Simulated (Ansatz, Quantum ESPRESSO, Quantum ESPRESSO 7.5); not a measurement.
## Ballistic transmission: 1 layers of Mo in Al(111), on the host's sites

How well does the junction conduct in the ballistic limit? It is: 1 layers of Mo in Al(111), on the host's sites.

Method: plane-wave DFT, PBE, GBRV ultrasoft pseudopotentials (cross-check by Ansatz 0.2.0 with PAW datasets), in Quantum ESPRESSO 7.5.

### Step 1. The structure

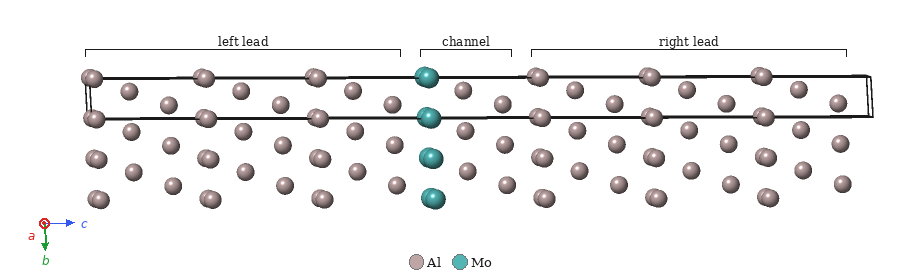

The starting structure, seen from the side, with the c axis across the page (aluminium light grey, molybdenum teal). 1×3×1 cells are drawn. Some periodic images of atoms are drawn too.

The cell holds 21 atoms: 20 Al and 1 Mo. Its edges and angles: a = 2.857 Å, b = 2.857 Å, c = 48.882 Å, α = 90.0°, β = 90.0°, γ = 60.0°. It derives from Al. Regions: left lead, 9 atoms (9 Al); channel, 3 atoms (1 Mo and 2 Al); right lead, 9 atoms (9 Al). The structure is stacked along c, and the current runs across the ab planes.

### Step 2. Ground state

One periodic cell holds a stretch of lead, the junction and more lead; the atoms stay as built.

Input file scf.in:

```
&control
  prefix = 'scf'
  outdir = './out'
  pseudo_dir = './pseudo'
  calculation = 'scf'
  tprnfor = .true.
/
&system
  ibrav = 0
  nat = 21
  ntyp = 2
  ecutwfc = 40
  ecutrho = 200
  occupations = 'smearing'
  smearing = 'mv'
  degauss = 0.01
/
&electrons
  conv_thr = 1e-07
  mixing_beta = 0.25
  electron_maxstep = 120
  mixing_mode = 'local-TF'
/
ATOMIC_SPECIES
  Al  26.9815  al_pbe_v1.uspp.F.UPF
  Mo  95.9500  mo_pbe_v1.uspp.F.UPF
CELL_PARAMETERS angstrom
  2.85671139599365 0.00000000000000 0.00000000000000
  1.42835569799683 2.47398464021101 0.00000000000000
  0.00000000000000 0.00000000000000 48.88228053198228
ATOMIC_POSITIONS crystal
  Al  0.000000000000 0.000000000000 0.000000000000
  Al  0.333333333000 0.333333333000 0.047716576685
  Al  0.666666667000 0.666666667000 0.095433153369
  Al  0.000000000000 0.000000000000 0.143149730054
  Al  0.333333333000 0.333333333000 0.190866306739
  Al  0.666666667000 0.666666667000 0.238582883423
  Al  0.000000000000 0.000000000000 0.286299460108
  Al  0.333333333000 0.333333333000 0.334016036793
  Al  0.666666667000 0.666666667000 0.381732613477
  Mo  0.000000000000 0.000000000000 0.428425134973
  Al  0.333333333000 0.333333333000 0.475117656469
  Al  0.666666667000 0.666666667000 0.522834233153
  Al  0.000000000000 0.000000000000 0.570550809838
  Al  0.333333333000 0.333333333000 0.618267386523
  Al  0.666666667000 0.666666667000 0.665983963207
  Al  0.000000000000 0.000000000000 0.713700539892
  Al  0.333333333000 0.333333333000 0.761417116577
  Al  0.666666667000 0.666666667000 0.809133693261
  Al  0.000000000000 0.000000000000 0.856850269946
  Al  0.333333333000 0.333333333000 0.904566846631
  Al  0.666666667000 0.666666667000 0.952283423315
K_POINTS automatic
  10 10 1 0 0 0
```

Started as:

```
> OMP_NUM_THREADS=1 mpirun -n 2 pw.x -nk 2 -in scf.in > scf.out
```

What it wrote:

```text
Program PWSCF v.7.5 starts
[citation notice left out]

     Parallel version (MPI & OpenMP), running on       2 processor cores
     Number of MPI processes:                 2
     Threads/MPI process:                     1

     MPI processes distributed on     1 nodes
[...]
Current dimensions of program PWSCF are:
     Max number of different atomic species (ntypx) = 10
     Max number of k-points (npk) =  40000
     Max angular momentum in pseudopotentials (lmaxx) =  4
     Message from routine setup:
     using ibrav=0 with symmetry is DISCOURAGED, use correct ibrav instead

     K-points division:     npool     =       2
     Subspace diagonalization in iterative solution of the eigenvalue problem:
     a serial algorithm will be used

     G-vector sticks info
     --------------------
     sticks:   dense  smooth     PW     G-vecs:    dense   smooth      PW
     Sum         397     313    109               110959    79451   14479

     Using Slab Decomposition

     bravais-lattice index     =            0
     lattice parameter (alat)  =       5.3984  a.u.
     unit-cell volume          =    2331.3712 (a.u.)^3
     number of atoms/cell      =           21
     number of atomic types    =            2
     number of electrons       =        74.00
     number of Kohn-Sham states=           44
     kinetic-energy cutoff     =      40.0000  Ry
     charge density cutoff     =     200.0000  Ry
     scf convergence threshold =      1.0E-07
     mixing beta               =       0.2500
     number of iterations used =            8  local-TF  mixing
     Exchange-correlation= SLA  PW   PBE  PBE
                           (   1   4   3   4   0   0   0)

     celldm(1)=   5.398402  celldm(2)=   0.000000  celldm(3)=   0.000000
     celldm(4)=   0.000000  celldm(5)=   0.000000  celldm(6)=   0.000000

     crystal axes: (cart. coord. in units of alat)
               a(1) = (   1.000000   0.000000   0.000000 )
               a(2) = (   0.500000   0.866025   0.000000 )
               a(3) = (   0.000000   0.000000  17.111382 )

     reciprocal axes: (cart. coord. in units 2 pi/alat)
               b(1) = (  1.000000 -0.577350  0.000000 )
               b(2) = (  0.000000  1.154701  0.000000 )
               b(3) = (  0.000000  0.000000  0.058441 )

     PseudoPot. # 1 for Al read from file:
     ./pseudo/al_pbe_v1.uspp.F.UPF
     Pseudo is Ultrasoft + core correction, Zval =  3.0
     Generated by new atomic code, or converted to UPF format
     Using radial grid of  893 points,  3 beta functions with:
                l(1) =   0
                l(2) =   1
                l(3) =   2
     Q(r) pseudized with  8 coefficients,  rinner =    0.900   0.900   0.900
                                                       0.900   0.900

     PseudoPot. # 2 for Mo read from file:
     ./pseudo/mo_pbe_v1.uspp.F.UPF
     Pseudo is Ultrasoft + core correction, Zval = 14.0
     Generated by new atomic code, or converted to UPF format
     Using radial grid of  889 points,  6 beta functions with:
                l(1) =   0
                l(2) =   0
                l(3) =   1
                l(4) =   1
                l(5) =   2
                l(6) =   2
     Q(r) pseudized with  6 coefficients,  rinner =    1.000   1.000   1.000
                                                       1.000   1.000

     atomic species   valence    mass     pseudopotential
     Al                3.00    26.98150     Al( 1.00)
     Mo               14.00    95.95000     Mo( 1.00)

      6 Sym. Ops. (no inversion) found

   Cartesian axes

     site n.     atom                  positions (alat units)
         1        Al     tau(   1) = (   0.0000000   0.0000000   0.0000000  )
         2        Al     tau(   2) = (   0.5000000   0.2886751   0.8164966  )
         3        Al     tau(   3) = (   1.0000000   0.5773503   1.6329932  )
         4        Al     tau(   4) = (   0.0000000   0.0000000   2.4494897  )
         5        Al     tau(   5) = (   0.5000000   0.2886751   3.2659863  )
         6        Al     tau(   6) = (   1.0000000   0.5773503   4.0824829  )
         7        Al     tau(   7) = (   0.0000000   0.0000000   4.8989795  )
         8        Al     tau(   8) = (   0.5000000   0.2886751   5.7154761  )
         9        Al     tau(   9) = (   1.0000000   0.5773503   6.5319726  )
        10        Mo     tau(  10) = (   0.0000000   0.0000000   7.3309462  )
        11        Al     tau(  11) = (   0.5000000   0.2886751   8.1299198  )
        12        Al     tau(  12) = (   1.0000000   0.5773503   8.9464164  )
        13        Al     tau(  13) = (   0.0000000   0.0000000   9.7629130  )
        14        Al     tau(  14) = (   0.5000000   0.2886751  10.5794096  )
        15        Al     tau(  15) = (   1.0000000   0.5773503  11.3959061  )
        16        Al     tau(  16) = (   0.0000000   0.0000000  12.2124027  )
        17        Al     tau(  17) = (   0.5000000   0.2886751  13.0288993  )
        18        Al     tau(  18) = (   1.0000000   0.5773503  13.8453959  )
        19        Al     tau(  19) = (   0.0000000   0.0000000  14.6618925  )
        20        Al     tau(  20) = (   0.5000000   0.2886751  15.4783890  )
        21        Al     tau(  21) = (   1.0000000   0.5773503  16.2948856  )

     number of k points=    14  Marzari-Vanderbilt smearing, width (Ry)=  0.0100
                       cart. coord. in units 2pi/alat
        k(    1) = (   0.0000000   0.0000000   0.0000000), wk =   0.0200000
        k(    2) = (   0.0000000   0.1154701   0.0000000), wk =   0.1200000
        k(    3) = (   0.0000000   0.2309401   0.0000000), wk =   0.1200000
        k(    4) = (   0.0000000   0.3464102   0.0000000), wk =   0.1200000
        k(    5) = (   0.0000000   0.4618802   0.0000000), wk =   0.1200000
        k(    6) = (   0.0000000  -0.5773503   0.0000000), wk =   0.0600000
        k(    7) = (   0.1000000   0.1732051   0.0000000), wk =   0.1200000
        k(    8) = (   0.1000000   0.2886751   0.0000000), wk =   0.2400000
        k(    9) = (   0.1000000   0.4041452   0.0000000), wk =   0.2400000
        k(   10) = (   0.1000000  -0.6350853   0.0000000), wk =   0.2400000
[...]
k(   14) = (   0.3000000  -0.6350853   0.0000000), wk =   0.1200000

     Dense  grid:   110959 G-vectors     FFT dimensions: (  25,  25, 432)

     Smooth grid:    79451 G-vectors     FFT dimensions: (  24,  24, 375)

     Estimated max dynamical RAM per process >     361.16 MB

     Estimated total dynamical RAM >     695.24 MB

     Initial potential from superposition of free atoms

[...]
estimated scf accuracy    <       0.01241979 Ry

     iteration # 12     ecut=    40.00 Ry     beta= 0.25
[...]
c_bands:  1 eigenvalues not converged
[...]
total energy              =    -273.46818979 Ry
     estimated scf accuracy    <       0.01017069 Ry

[... 29 further iterations ...]
     iteration # 42     ecut=    40.00 Ry     beta= 0.25
[...]
total energy              =    -273.46854389 Ry
     estimated scf accuracy    <       0.00000353 Ry

     iteration # 43     ecut=    40.00 Ry     beta= 0.25
[...]
total energy              =    -273.46854361 Ry
     estimated scf accuracy    <       0.00000333 Ry

     iteration # 44     ecut=    40.00 Ry     beta= 0.25
[...]
total energy              =    -273.46854373 Ry
     estimated scf accuracy    <       0.00000309 Ry

     iteration # 45     ecut=    40.00 Ry     beta= 0.25
[...]
total energy              =    -273.46854377 Ry
     estimated scf accuracy    <       0.00000105 Ry

     iteration # 46     ecut=    40.00 Ry     beta= 0.25
[...]
total energy              =    -273.46854378 Ry
     estimated scf accuracy    <       0.00000113 Ry

     iteration # 47     ecut=    40.00 Ry     beta= 0.25
[...]
total energy              =    -273.46854378 Ry
     estimated scf accuracy    <       0.00000054 Ry

     iteration # 48     ecut=    40.00 Ry     beta= 0.25
[...]
total energy              =    -273.46854379 Ry
     estimated scf accuracy    <       0.00000073 Ry

     iteration # 49     ecut=    40.00 Ry     beta= 0.25
[...]
total energy              =    -273.46854380 Ry
     estimated scf accuracy    <       0.00000045 Ry

     iteration # 50     ecut=    40.00 Ry     beta= 0.25
[...]
total energy              =    -273.46854379 Ry
     estimated scf accuracy    <       0.00000046 Ry

     iteration # 51     ecut=    40.00 Ry     beta= 0.25
[...]
End of self-consistent calculation

          k = 0.0000 0.0000 0.0000 ( 10145 PWs)   bands (ev):

   -52.2265 -26.4137 -25.7544 -25.7544  -2.6852  -2.6396  -2.5636  -2.4441
    -2.3103  -2.1139  -1.9377  -1.6609  -1.4496  -1.0833  -0.8439  -0.3850
    -0.1233   0.4395   0.7041   1.3797   1.6345   2.4354   2.6523   3.6435
     3.6437   4.6886   4.8484   5.6104   6.2397   6.8640   7.7258   8.2121
     8.2121   8.3170   9.3073   9.8950  10.3908  10.3908  10.9763  11.5715
    12.7224  13.3319  14.5312  15.1611

          k = 0.0000 0.1155 0.0000 ( 10125 PWs)   bands (ev):

   -52.2141 -26.3999 -25.8440 -25.7749  -2.4434  -2.3979  -2.3218  -2.2028
    -2.0687  -1.8734  -1.6963  -1.4217  -1.2083  -0.8457  -0.6027  -0.1496
     0.1179   0.6720   0.9459   1.6084   1.8780   2.6589   2.9006   3.8567
     3.8954   4.9591   5.0557   5.8377   6.4286   7.0749   7.8356   7.9598
     8.5090   8.5220   9.3094  10.0903  10.1862  10.2716  11.3452  11.7554
    12.9942  13.4906  14.7322  15.2579

          k = 0.0000 0.2309 0.0000 ( 10005 PWs)   bands (ev):

   -52.1815 -26.3637 -26.0744 -25.8282  -1.7199  -1.6748  -1.5987  -1.4812
    -1.3463  -1.1543  -0.9749  -0.7065  -0.4882  -0.1359   0.1160   0.5529
     0.8352   1.3646   1.6621   2.2873   2.5944   3.3185   3.6207   4.4724
     4.6116   5.6355   5.6696   6.4350   6.9248   7.4460   7.6959   8.1967
     9.0888   9.2771   9.3516   9.9798  10.4020  10.6579  11.6153  12.1622
    12.3307  12.4109  12.4750  12.5865

          k = 0.0000 0.3464 0.0000 (  9984 PWs)   bands (ev):

   -52.1409 -26.3516 -26.3185 -25.8934  -0.5211  -0.4768  -0.4008  -0.2859
    -0.1504   0.0360   0.2180   0.4760   0.7005   1.0354   1.2990   1.7083
     2.0106   2.4967   2.8270   3.3837   3.7420   4.3557   4.7220   5.3609
     5.5457   6.1059   6.5065   7.2516   7.4848   7.8363   8.1678   8.5533
     8.6736   8.7393   8.9156   9.1907   9.5163   9.5619   9.6257   9.6927
     9.9177  10.0351  10.1900  10.3601

          k = 0.0000 0.4619 0.0000 (  9888 PWs)   bands (ev):

   -52.1079 -26.5699 -26.2818 -25.9456   1.1418   1.1845   1.2600   1.3702
     1.5060   1.6818   1.8667   2.1043   2.3373   2.6356   2.9170   3.2623
     3.5956   3.9685   4.3323   4.7097   4.9838   5.4713   5.5496   5.7971
     5.8432   5.9164   6.0068   6.0884   6.1524   6.2790   6.3611   6.5129
     6.8073   7.1145   7.4791   7.5255   7.6554   7.9569   8.1431   8.3578
     8.7359   8.8552   9.0240   9.2484

          k = 0.0000-0.5774 0.0000 (  9848 PWs)   bands (ev):

   -52.0952 -26.6521 -26.2677 -25.9654   3.2480   3.2496   3.2674   3.2936
     3.3515   3.3650   3.4004   3.4810   3.5609   3.6034   3.6370   3.7955
     3.8230   3.9291   4.0306   4.2428   4.2455   4.4424   4.4773   4.6660
     4.7813   4.9899   5.0529   5.1524   5.3838   5.5582   5.7211   5.7768
     6.1853   6.5614   6.7378   7.0224   7.3143   7.4419   7.5971   7.7663
     8.2856   8.4112   8.5673   8.7463

[...]
the Fermi energy is     8.6301 ev

!    total energy              =    -273.46854377 Ry
     estimated scf accuracy    <       0.00000003 Ry
     smearing contrib. (-TS)   =      -0.00157716 Ry
     internal energy E=F+TS    =    -273.46696662 Ry

     The total energy is F=E-TS. E is the sum of the following terms:
     one-electron contribution =    -854.82800405 Ry
     hartree contribution      =     461.07008640 Ry
     xc contribution           =    -105.21198386 Ry
     ewald contribution        =     225.50293489 Ry

     convergence has been achieved in  51 iterations

     Forces acting on atoms (cartesian axes, Ry/au):

     atom    1 type  1   force =     0.00000000    0.00000000    0.00044935
     atom    2 type  1   force =     0.00000000    0.00000000   -0.00005736
     atom    3 type  1   force =     0.00000000    0.00000000   -0.00082715
     atom    4 type  1   force =     0.00000000    0.00000000    0.00057321
     atom    5 type  1   force =     0.00000000    0.00000000    0.00018321
     atom    6 type  1   force =     0.00000000    0.00000000   -0.00122276
     atom    7 type  1   force =     0.00000000    0.00000000    0.00067450
     atom    8 type  1   force =     0.00000000    0.00000000   -0.00057615
     atom    9 type  1   force =     0.00000000    0.00000000    0.02557004
     atom   10 type  2   force =     0.00000000    0.00000000    0.00000145
     atom   11 type  1   force =     0.00000000    0.00000000   -0.02557183
     atom   12 type  1   force =     0.00000000    0.00000000    0.00056975
     atom   13 type  1   force =     0.00000000    0.00000000   -0.00065871
     atom   14 type  1   force =     0.00000000    0.00000000    0.00119859
     atom   15 type  1   force =     0.00000000    0.00000000   -0.00016717
     atom   16 type  1   force =     0.00000000    0.00000000   -0.00057075
     atom   17 type  1   force =     0.00000000    0.00000000    0.00081270
     atom   18 type  1   force =     0.00000000    0.00000000    0.00007690
     atom   19 type  1   force =     0.00000000    0.00000000   -0.00046738
     atom   20 type  1   force =     0.00000000    0.00000000   -0.00041992
     atom   21 type  1   force =     0.00000000    0.00000000    0.00042948

     Total force =     0.036264     Total SCF correction =     0.000320

[...]
=------------------------------------------------------------------------------=
   JOB DONE.
=------------------------------------------------------------------------------=
```

The job ended after 4.9 min (2 MPI ranks of Arm Neoverse V2, shared host; peak memory 0.72 GiB; 9.7 min of CPU time).

This step gave:

- free energy: -3720.7291 eV
- Fermi energy: 8.630 eV

The program's own clock; routines nest. Time by routine:

```tsv
routine	wall time (s)	calls
PWSCF	291.3	1
electrons	285.1	1
c_bands	215.3	51
cegterg	189.7	357
h_psi	142.1	904
fftw	109.4	81270
vloc_psi	98.25	904
sum_band	48.19	51
calbec	32.75	1289
s_psi	21.82	904
add_vuspsi	21.82	904
h_psi:calbec	21.65	904
newd	11.04	52
mix_rho	6.21	51
```

The run needed 51 iterations to bring the estimated error under 1e-07 Ry; the largest force on any atom, held or free, is 0.66 eV/Å.

[end of part 1 of 3]

[Logs are printed without paths, hosts, clocks, repeated set-up lines and the standing remarks that a program may print on its own settings, such as how far it seeks lower states.]

[Hosts, paths, dates, database ids (printed as entryN), source tags and the programs' standing remarks are cut or masked in the printed files.]

[Maps of the electrostatic potential energy from Ansatz leave out the sawtooth potential of an applied field or a dipole correction, so their vacuum need not be flat; planar profiles and work functions include it.]
